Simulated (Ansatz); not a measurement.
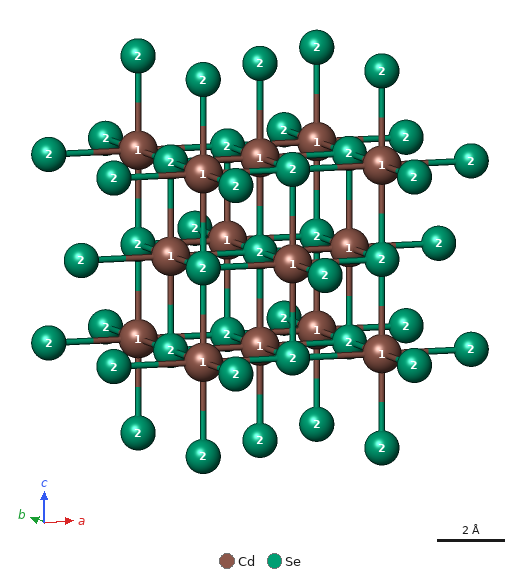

This is a symmetric starting cell of CdSe. The picture is a ball-and-stick view of the conventional cell (4 times the calculation's cell), seen slightly off an axis. Lengths and directions refer to the drawn axes.

Level of theory: DFT PBEsol, scalar-relativistic, plane waves, PAW in Ansatz 0.2.0. Set-up: plane-wave cutoff 420 eV; k-point mesh 12 × 12 × 12; occupations gaussian; smearing width 0.1 eV; no spin polarisation.

The variant: All lengths are scaled by −1.1 % (volume −3.2 %), the atoms keeping their fractional coordinates. No relaxation follows. The starting cell wasn't computed here and needn't be at equilibrium, so pressure and forces aren't due to the change alone.

### Predict the response.

Some distances before and after: Cd–Se 2.874 → 2.843 Å. The space group stays Fm-3m (No. 225). The pressure is −2.1 GPa (not all of it need come from the change, since the unchanged cell can be under pressure at this level too). All forces vanish by symmetry.
